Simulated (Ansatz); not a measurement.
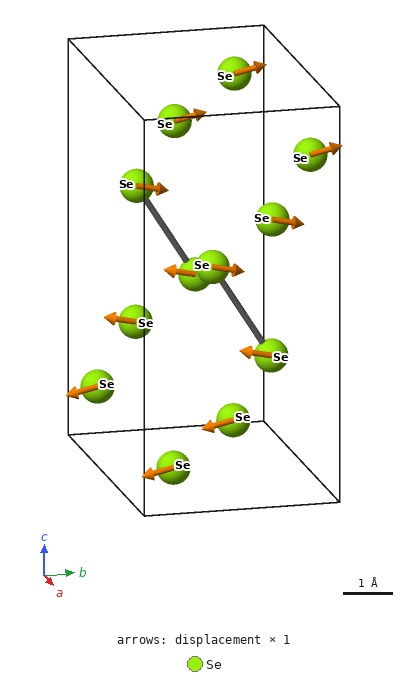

This is a relaxation of crystalline Se (built on the iodine_64 type) (coarse preliminary run). The starting structure is drawn; orange arrows show the displacements (the part carried along by the change of the cell is left out), at their true length.

A ball-and-stick model of the conventional cell (2 times the calculation's cell), seen slightly off an axis. Lengths and directions refer to the drawn axes.

Case: iodine type (Cmce, No. 64).

Computed with DFT r2SCAN, scalar-relativistic, plane waves, PAW in Ansatz 0.2.0.

Input
```yaml
crystal:
  lattice:
    - [3.1434027195, -2.0775487305, 0.0]
    - [3.1434027195, 2.0775487305, 0.0]
    - [0.0, 0.0, 8.4748390342]
  atoms:
    - { symbol: Se, position: [0.85, 0.15, 0.117] }
    - { symbol: Se, position: [0.65, 0.35, 0.617] }
    - { symbol: Se, position: [0.15, 0.85, 0.883] }
    - { symbol: Se, position: [0.35, 0.65, 0.383] }
basis:
  ecutwfc: 500
kpoints:
  mp_grid: { grid: [6, 6, 2] }
hamiltonian:
  xc: r2scan
scf:
  occupations: { method: gaussian, width: 0.1 }
  lower_state_search: "off"
output:
  forces: true
  stress: true
  eigenvalues: true
relax:
  adjacent_minimum: "off"
  f_tol: 0.04
  max_steps: 70
  cell: { stress_tol: 0.4 }
```

Describe the change and its energy.

Over 12 accepted moves (14 points after the start) the energy falls by 381 meV per atom. The largest force component goes from 0.83 to 0.012 eV/Å. Pressure: −4.19 GPa at the start and 0.18 GPa at the end. The line search rejected the trial step at point 9 of the run. The SCF was repeated once at an unchanged geometry on a basis and grid sized afresh for the cell, which shifted the energy by 0.7 meV per atom at most. The largest moves relative to the cell, 0.70 Å, are those of Se1, Se2, Se3 and Se4. Se1 goes roughly along −b. The volume changes by +2.4 %, with a 6.287 → 4.678 Å (−25.6 %), b 4.155 → 4.612 Å (+11.0 %), c 8.475 → 10.506 Å (+24.0 %). Some distances before and after: Se1–Se4 3.066 → 3.862 Å, Se1–Se1 3.768 → 3.285 Å, Se1–Se3 2.342 → 2.155 Å. The space group stays Cmce (No. 64).

Limits of the set-up: the k-point mesh is coarse for a cell with partly filled bands.
